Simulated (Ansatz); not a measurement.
## Geometry relaxation, with input and output: CoSi (part 1 of 2)

System: CoSi (P2₁3, 8 atoms in the cell).
Method: DFT PBE, scalar-relativistic, plane waves, PAW, no spin polarisation (Ansatz 0.2.0).

The structure derives from an entry of the Crystallography Open Database. Figures and captions count atoms from 1; the log counts them from 0 in places.

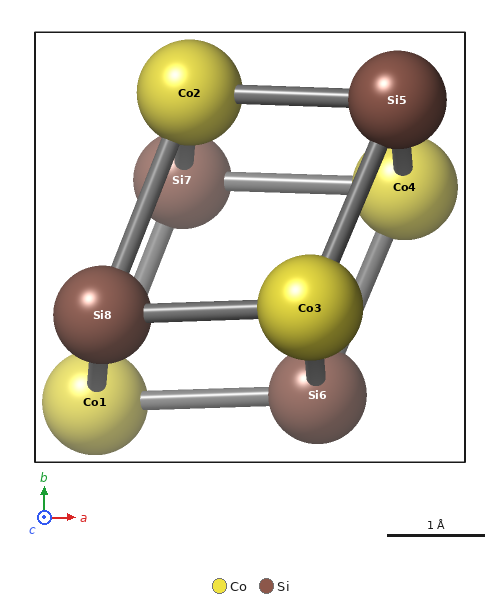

The starting structure (ball-and-stick view of the cell of the calculation, along the c axis; atoms are numbered from 1 in the order of the input).

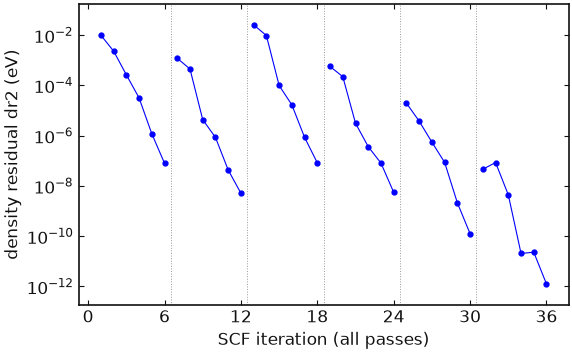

Convergence of the self-consistent field: density residual dr2 against the SCF iteration. The dotted lines part the SCF passes of the relaxation: geometry steps, rejected trials and re-solves on a re-selected basis. The 6 passes take 6 iterations each, 36 in all.

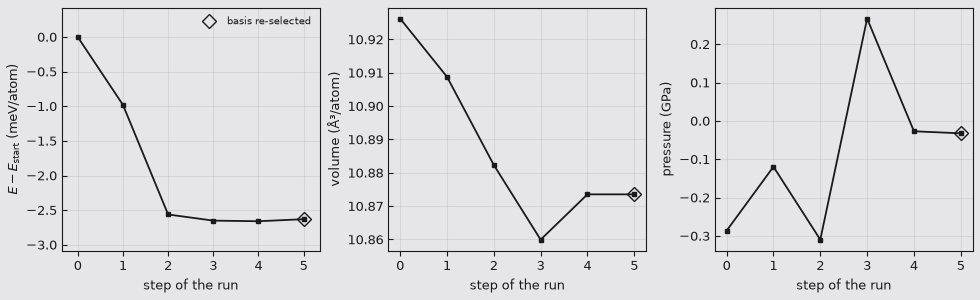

Progress of the relaxation, step by step (the first geometry is step 0 here and step 1 in the log).

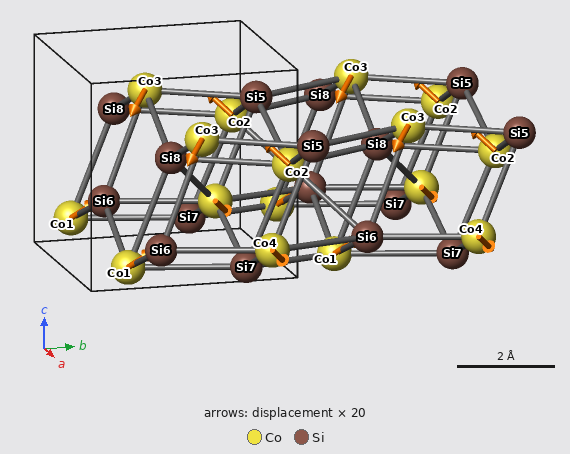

The starting structure with the displacements as orange arrows, magnified 20 times (ball-and-stick view of the cell of the calculation, repeated 2 × 2 × 1, seen slightly off an axis). The largest moves relative to the cell, 0.039 Å, are those of Co1, Co2, Co3 and Co4. Largest moves by element: Co 0.039 Å, Si 0.001 Å. Cell: a = b = c 4.438 → 4.431 Å (−0.2 %). Volume −0.5 %. Among the contacts that change: Co1–Si6 2.466 → 2.432 Å, Co1–Si5 2.283 → 2.317 Å. The space group stays P2_13 (No. 198). After 4 geometry steps the energy has fallen by 2.7 meV per atom. The largest force component goes from 0.15 to 0.00097 eV/Å. The pressure goes from −0.29 to −0.03 GPa. A last SCF at the same geometry on a re-selected plane-wave basis shifts the energy by +0.0 meV per atom. (Atoms are counted from 1 in the order of the input.)

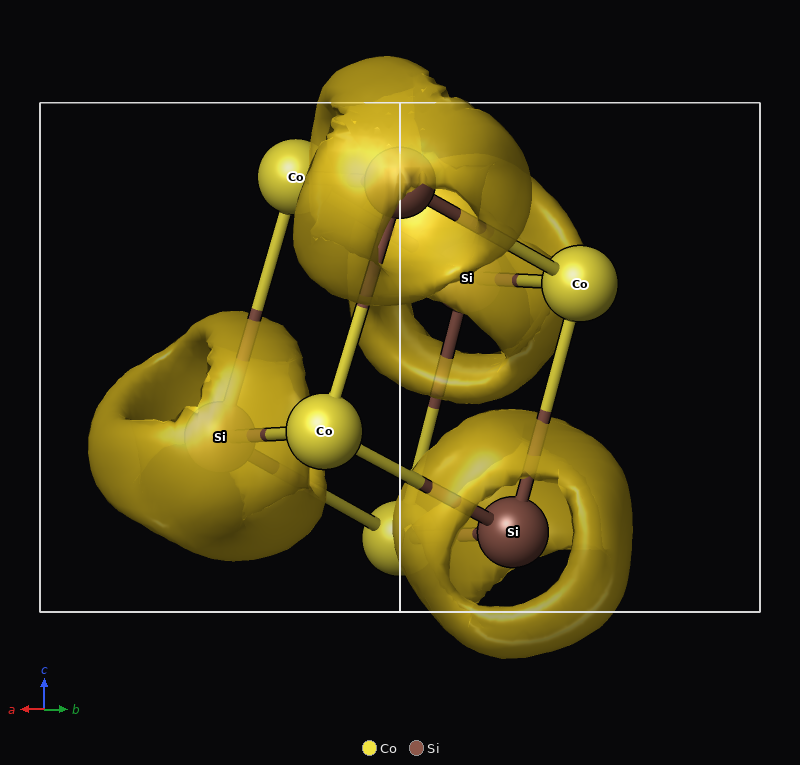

Isosurface of the ELF at 0.6 (yellow), seen along [110]. Core shells and regions of very low density are left out. Sticks mark near contacts. The outline is the cell set on symmetry axes. Along the contacts the grid gives the following. Co–Si (2.32 Å): the ELF is about 0.45 at the midpoint. Co–Si (2.43 Å): the ELF is about 0.50 at the midpoint. Core electrons are frozen (PAW), so the fields are smoothed inside the atomic spheres.

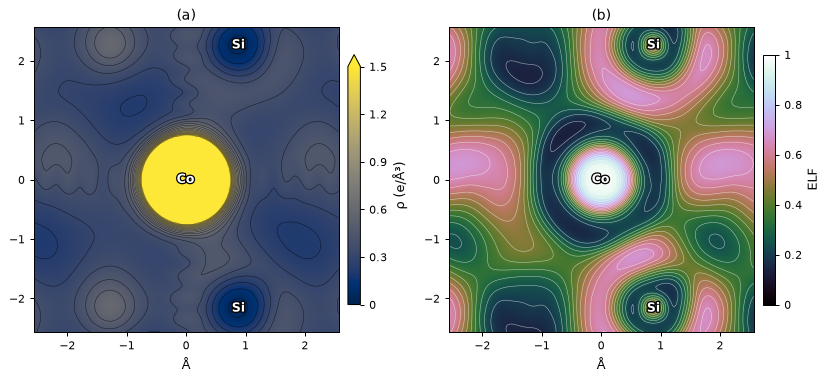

(a) valence pseudo-density; (b) ELF on the (100) plane of the conventional cell. The section cuts through Co and Si sites. Co–Si (2.34 Å): ρ at the midpoint is about 0.47 e/Å³; the ELF is about 0.45 at the midpoint. Co–Si (2.43 Å): ρ is about 0.41 e/Å³ halfway; the ELF is about 0.50 at the midpoint. Away from the nuclei the density in this plane falls to 0.21 e/Å³ at its lowest. The strong features right at Co lie inside the PAW spheres (semicore, d or f shells) and say nothing about bonding.

The input and output of the run follow.

Input file:
```yaml
crystal:
  lattice:
    - [4.438, 0.0, 0.0]
    - [0.0, 4.438, 0.0]
    - [0.0, 0.0, 4.438]
  atoms:
    - { symbol: Co, position: [0.14, 0.14, 0.14] }
    - { symbol: Co, position: [0.36, 0.86, 0.64] }
    - { symbol: Co, position: [0.64, 0.36, 0.86] }
    - { symbol: Co, position: [0.86, 0.64, 0.36] }
    - { symbol: Si, position: [0.843, 0.843, 0.843] }
    - { symbol: Si, position: [0.657, 0.157, 0.343] }
    - { symbol: Si, position: [0.343, 0.657, 0.157] }
    - { symbol: Si, position: [0.157, 0.343, 0.657] }
basis:
  ecutwfc: 420
kpoints:
  mp_grid: { grid: [8, 8, 8] }
hamiltonian:
  xc: pbe
scf:
  occupations: { method: gaussian, width: 0.1 }
output:
  forces: true
  stress: true
  eigenvalues: true
  write_density: true
  write_potential: true
  elf: true
  volumetric_format: npy
relax:
  adjacent_minimum: "off"
  f_tol: 0.005
  max_steps: 80
  cell: { stress_tol: 0.05 }
```

Launched with:
```bash
ansatz run input.yaml --threads 2 --pin off --max-ram 5120MiB --backend cpu --events-out ev --progress --plain --runs-dir out
```

Output:
```
Engine: ansatz 0.2.0, x86_64-unknown-linux-gnu
Pseudopotentials: kind: paw
Pseudopotential: Co, paw, valence charge 17, recommended cutoff 420 eV (normal), Co.paw.azcp
Pseudopotential: Si, paw, valence charge 4, recommended cutoff 420 eV (normal), Si.paw.azcp
Functional definition: PBE
  parameter kappa = 0.804
  parameter beta = 0.06672455060314922
  exchange = pbe_x(kappa = kappa, mu = beta*pi^2/3)
  correlation = pbe_c(beta = beta)
Crystal: 8 atoms, lattice volume = 87.410 Å³
Basis set: ecut = 420 eV, 1743 PW (Γ), exchange–correlation on 60×60×60 points (8 copies of the dense FFT grid, shifted against one another)
Bands: 51, of which v1, the nominal top of the filled ones, is band 42 counted from 1 (41 counted from 0)
Symmetry: 12 space group operations
Space group: P213 (ITA 198), of the structure as read, at distance tolerance 4.4e-5 Å
k-points: 45 of 512 (time reversal used)
Non-local potential: Co, projectors of the file, l = 0: 3, l = 1: 2, l = 2: 3, l = 3: 1
Non-local potential: Si, projectors of the file, l = 0: 2, l = 1: 2, l = 2: 2
PAW form: soft (Blöchl's): semilocal exchange-correlation on the pseudo side does not see the compensation charge
PAW one-centre angular grid: Co, 590 points (default); XC on 64 Gauss nodes
PAW one-centre angular grid: Si, 110 points (default); XC on 64 Gauss nodes
Initial density: superposition of atomic densities (neutral atoms: chi_scale 0, normalization atom), corrected by the library's trained network
Initial wavefunctions: pseudopotential atomic-orbital guess
Functional: x = pbe(κ = 0.804, μ = 0.2195149727645171), c = pbe(β = 0.06672455060314922)
SCF iter   1: F=—  HF=-23052.676184 eV  |F-HF|=—  |Δ(HF+E_count)|=         —  Δρ=7.40e-3  dr2=9.95e-3  ethr=1.77e-3  ⟨swp⟩=6.9  Hψ=8975  notcnv=0  defer=8
preconditioner: auto → Resta (q_TF=auto, 2.710 Å⁻¹)  ε∞=19.5  [insulator: Δε(μ)=0.136 eV  Ē_g=6.664 eV  σ=0.100 eV  W_gap=0.51  n_scr=26 (ndim 8)  ℏωp=28.6 eV  f_vac=0.000  D(μ)=1.32/eV (n_scr^D=6)  ε∞_Penn≈19.5]
SCF iter   2: F=—  HF=-23052.672621 eV  |F-HF|=—  |Δ(HF+E_count)|=   3.56e-3  Δρ=3.09e-3  dr2=2.32e-3  ethr=1.18e-5  ⟨swp⟩=2.0  Hψ=3655  notcnv=0  defer=10
SCF iter   3: F=—  HF=-23052.672296 eV  |F-HF|=—  |Δ(HF+E_count)|=   3.26e-4  Δρ=8.52e-4  dr2=2.65e-4  ethr=2.76e-6  ⟨swp⟩=2.2  Hψ=3125  notcnv=0  defer=10
SCF iter   4: F=—  HF=-23052.672310 eV  |F-HF|=—  |Δ(HF+E_count)|=   1.47e-5  Δρ=2.86e-4  dr2=3.18e-5  ethr=3.16e-7  ⟨swp⟩=2.1  Hψ=2962  notcnv=0  defer=10
SCF iter   5: F=—  HF=-23052.672216 eV  |F-HF|=—  |Δ(HF+E_count)|=   9.42e-5  Δρ=4.32e-5  dr2=1.19e-6  ethr=3.79e-8  ⟨swp⟩=2.2  Hψ=3013  notcnv=0  defer=10
SCF iter   6: F=-23052.672216 eV  HF=-23052.672216 eV  |F-HF|=3.34e-8  |Δ(HF+E_count)|=   1.79e-7  Δρ=1.10e-5  dr2=7.97e-8  ethr=1.19e-10  ⟨swp⟩=11.0  Hψ=16383  notcnv=0
SCF 1 converged in 6 iterations: F = -23052.672216 eV  dr2 = 7.97e-8
  greatest PAW one-centre occupation: 1.000 electrons in one spin orbital (limit 2), on the Co atom at site 3 (counted from 0), in its partial waves of l = 1
relax step   1: F+E_penalty+E_count = -23052.67221601 eV  Δ(F+E_penalty+E_count) = +0.000e0 eV  max|allowed force component| = 1.522e-1 eV/Å  Δτ_max = 0.0000 Å  P = -0.286 GPa  Ω = 87.410 Å³  (6 SCF iters, dr2 threshold 1.00e-7 eV, accepted)
Crystal: 8 atoms, lattice volume = 87.270 Å³
Initial density: handed on by an earlier stage of this run
Initial wavefunctions: those handed on with the density
iter 1 solved again at ethr=1.51e-6 eV; its pass at ethr=3.10e-3 eV (dr2=1.27e-3 eV) is discarded
SCF iter   1: F=—  HF=-23052.680536 eV  |F-HF|=—  |Δ(HF+E_count)|=         —  Δρ=1.24e-3  dr2=1.20e-3  ethr=1.51e-6  ⟨swp⟩=2.0  Hψ=8773  notcnv=0
preconditioner: auto → Resta (q_TF=auto, 2.711 Å⁻¹)  ε∞=19.5  [insulator: Δε(μ)=0.137 eV  Ē_g=6.672 eV  σ=0.100 eV  W_gap=0.56  n_scr=26 (ndim 8)  ℏωp=28.7 eV  f_vac=0.000  D(μ)=1.41/eV (n_scr^D=6)  ε∞_Penn≈19.5]
SCF iter   2: F=—  HF=-23052.680270 eV  |F-HF|=—  |Δ(HF+E_count)|=   2.67e-4  Δρ=7.06e-4  dr2=4.49e-4  ethr=1.43e-6  ⟨swp⟩=1.0  Hψ=2295  notcnv=0
SCF iter   3: F=—  HF=-23052.680050 eV  |F-HF|=—  |Δ(HF+E_count)|=   2.20e-4  Δρ=7.53e-5  dr2=4.34e-6  ethr=5.34e-7  ⟨swp⟩=2.0  Hψ=3246  notcnv=0
SCF iter   4: F=—  HF=-23052.680049 eV  |F-HF|=—  |Δ(HF+E_count)|=   7.15e-7  Δρ=4.14e-5  dr2=8.52e-7  ethr=5.16e-9  ⟨swp⟩=2.1  Hψ=3745  notcnv=0
iter 5 did not close the SCF: its close was put off for the readings that it lacked (scf_convergence_deferred on its scf_iter line)
SCF iter   5: F=-23052.680049 eV  HF=-23052.680049 eV  |F-HF|=2.18e-8  |Δ(HF+E_count)|=   5.18e-8  Δρ=9.31e-6  dr2=4.32e-8  ethr=1.01e-9  ⟨swp⟩=2.3  Hψ=3385  notcnv=0
SCF iter   6: F=-23052.680049 eV  HF=-23052.680049 eV  |F-HF|=2.86e-9  |Δ(HF+E_count)|=   6.44e-9  Δρ=2.78e-6  dr2=5.09e-9  ethr=5.14e-11  ⟨swp⟩=5.2  Hψ=13506  notcnv=0
SCF 2 converged in 6 iterations: F = -23052.680049 eV  dr2 = 5.09e-9
relax step   2: F+E_penalty+E_count = -23052.68004913 eV  Δ(F+E_penalty+E_count) = -7.833e-3 eV  max|allowed force component| = 1.224e-1 eV/Å  Δτ_max = 0.0079 Å  P = -0.119 GPa  Ω = 87.270 Å³  energy of the carried Pulay correction = +8.535e-5 eV  (6 SCF iters, dr2 threshold 8.00e-7 eV, accepted)
Crystal: 8 atoms, lattice volume = 87.059 Å³
iter 1 solved again at ethr=3.01e-5 eV; its pass at ethr=3.10e-3 eV (dr2=2.53e-2 eV) is discarded
SCF iter   1: F=—  HF=-23052.702086 eV  |F-HF|=—  |Δ(HF+E_count)|=         —  Δρ=5.55e-3  dr2=2.57e-2  ethr=3.01e-5  ⟨swp⟩=1.7  Hψ=9331  notcnv=0
preconditioner: auto → Resta (q_TF=auto, 2.712 Å⁻¹)  ε∞=19.5  [insulator: Δε(μ)=0.139 eV  Ē_g=6.671 eV  σ=0.100 eV  W_gap=0.55  n_scr=26 (ndim 8)  ℏωp=28.7 eV  f_vac=0.000  D(μ)=1.34/eV (n_scr^D=6)  ε∞_Penn≈19.5]
SCF iter   2: F=—  HF=-23052.696067 eV  |F-HF|=—  |Δ(HF+E_count)|=   6.02e-3  Δρ=3.18e-3  dr2=9.65e-3  ethr=3.01e-5  ⟨swp⟩=1.0  Hψ=2295  notcnv=0
SCF iter   3: F=—  HF=-23052.692452 eV  |F-HF|=—  |Δ(HF+E_count)|=   3.61e-3  Δρ=3.65e-4  dr2=9.93e-5  ethr=1.15e-5  ⟨swp⟩=2.0  Hψ=3290  notcnv=0
SCF iter   4: F=—  HF=-23052.692716 eV  |F-HF|=—  |Δ(HF+E_count)|=   2.64e-4  Δρ=1.88e-4  dr2=1.68e-5  ethr=1.18e-7  ⟨swp⟩=2.0  Hψ=3498  notcnv=0
SCF iter   5: F=—  HF=-23052.692714 eV  |F-HF|=—  |Δ(HF+E_count)|=   1.12e-6  Δρ=3.90e-5  dr2=8.51e-7  ethr=2.00e-8  ⟨swp⟩=2.2  Hψ=3256  notcnv=0
SCF iter   6: F=-23052.692714 eV  HF=-23052.692714 eV  |F-HF|=3.96e-8  |Δ(HF+E_count)|=   1.65e-7  Δρ=1.11e-5  dr2=8.29e-8  ethr=9.52e-10  ⟨swp⟩=10.4  Hψ=15953  notcnv=0
SCF 3 converged in 6 iterations: F = -23052.692714 eV  dr2 = 8.29e-8
  greatest PAW one-centre occupation: 1.000 electrons in one spin orbital (limit 2), on the Co atom at site 1 (counted from 0), in its partial waves of l = 1
relax step   3: F+E_penalty+E_count = -23052.69271425 eV  Δ(F+E_penalty+E_count) = -1.267e-2 eV  max|allowed force component| = 2.924e-2 eV/Å  Δτ_max = 0.0349 Å  P = -0.310 GPa  Ω = 87.059 Å³  energy of the carried Pulay correction = +2.149e-4 eV  (6 SCF iters, dr2 threshold 8.00e-7 eV, accepted)
Crystal: 8 atoms, lattice volume = 86.880 Å³
iter 1 solved again at ethr=6.77e-7 eV; its pass at ethr=3.10e-3 eV (dr2=5.68e-4 eV) is discarded
SCF iter   1: F=—  HF=-23052.693366 eV  |F-HF|=—  |Δ(HF+E_count)|=         —  Δρ=7.86e-4  dr2=5.65e-4  ethr=6.77e-7  ⟨swp⟩=2.0  Hψ=9797  notcnv=0
preconditioner: auto → Resta (q_TF=auto, 2.713 Å⁻¹)  ε∞=19.4  [insulator: Δε(μ)=0.139 eV  Ē_g=6.691 eV  σ=0.100 eV  W_gap=0.56  n_scr=26 (ndim 8)  ℏωp=28.7 eV  f_vac=0.000  D(μ)=1.35/eV (n_scr^D=6)  ε∞_Penn≈19.4]
SCF iter   2: F=—  HF=-23052.693255 eV  |F-HF|=—  |Δ(HF+E_count)|=   1.11e-4  Δρ=4.54e-4  dr2=2.23e-4  ethr=6.72e-7  ⟨swp⟩=1.0  Hψ=2295  notcnv=0
SCF iter   3: F=—  HF=-23052.693425 eV  |F-HF|=—  |Δ(HF+E_count)|=   1.70e-4  Δρ=6.66e-5  dr2=3.12e-6  ethr=2.66e-7  ⟨swp⟩=2.0  Hψ=3283  notcnv=0
SCF iter   4: F=—  HF=-23052.693424 eV  |F-HF|=—  |Δ(HF+E_count)|=   1.00e-6  Δρ=2.37e-5  dr2=3.64e-7  ethr=3.72e-9  ⟨swp⟩=2.0  Hψ=3470  notcnv=0
iter 5 did not close the SCF: its close was put off for the readings that it lacked (scf_convergence_deferred on its scf_iter line)
SCF iter   5: F=-23052.693424 eV  HF=-23052.693424 eV  |F-HF|=4.76e-8  |Δ(HF+E_count)|=   8.50e-9  Δρ=1.23e-5  dr2=8.08e-8  ethr=4.34e-10  ⟨swp⟩=2.8  Hψ=3997  notcnv=0
SCF iter   6: F=-23052.693424 eV  HF=-23052.693424 eV  |F-HF|=5.23e-9  |Δ(HF+E_count)|=   9.40e-9  Δρ=3.63e-6  dr2=5.54e-9  ethr=9.62e-11  ⟨swp⟩=6.3  Hψ=13550  notcnv=0
SCF 4 converged in 6 iterations: F = -23052.693424 eV  dr2 = 5.54e-9
relax step   4: F+E_penalty+E_count = -23052.69342373 eV  Δ(F+E_penalty+E_count) = -7.095e-4 eV  max|allowed force component| = 1.186e-2 eV/Å  Δτ_max = 0.0054 Å  P = +0.267 GPa  Ω = 86.880 Å³  energy of the carried Pulay correction = +3.249e-4 eV  (6 SCF iters, dr2 threshold 2.40e-7 eV, accepted)
Crystal: 8 atoms, lattice volume = 86.988 Å³
iter 1 solved again at ethr=1.96e-8 eV; its pass at ethr=3.10e-3 eV (dr2=1.64e-5 eV) is discarded
```
